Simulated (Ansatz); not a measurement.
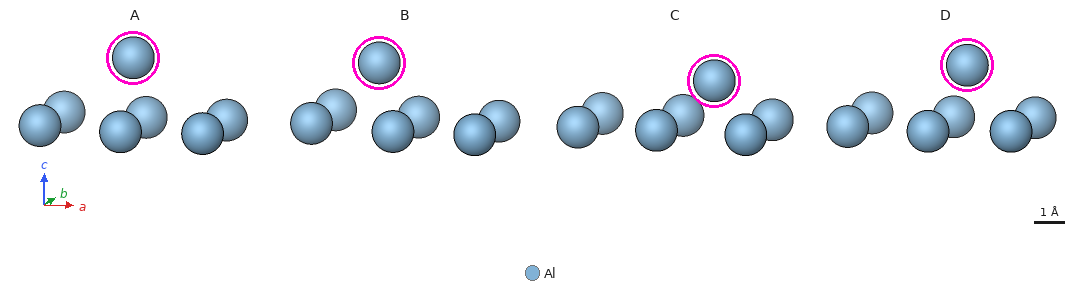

4 geometries from a converged minimum-energy path of Al on Al(100) (65 atoms in the cell), shuffled. Style: spheres-only. Shown: the atoms within 4.4 Å of the middle of the path, slightly off an axis. The moving atom is ringed, with any periodic copies.

All numbers below come from DFT PBE, scalar-relativistic, plane waves, PAW in Ansatz. Run with plane-wave cutoff 420 eV; k-point mesh 3 × 3 × 1; Gaussian smearing 0.1 eV; 16 atoms held fixed; 3 movable images; climbing image; force threshold 0.04 eV/Å; iteration limit 66.

Which of them lies highest in energy?

A. In order along the path, whose images run from 0 to 4: B (image 1, +0.25 eV), A (image 2, +0.55 eV), D (image 3, +0.25 eV), C (image 4, 0.00 eV). The adsorbate starts on a hollow site and hops by a lattice vector of the surface; other mechanisms, such as exchange with a surface atom, weren't searched. An Al atom travels furthest, 2.86 Å from end to end, on a path that bends up to 0.71 Å away from the straight line. At the highest image its nearest neighbour (Al) is 2.71 Å away, against 2.66 Å at the start, and the surrounding atoms stand up to 0.14 Å off the mean of their end positions.

Cost: 21 min on 8 threads of AMD EPYC 7R13 Processor (Zen 3) (shared host), peak memory 14 GiB.
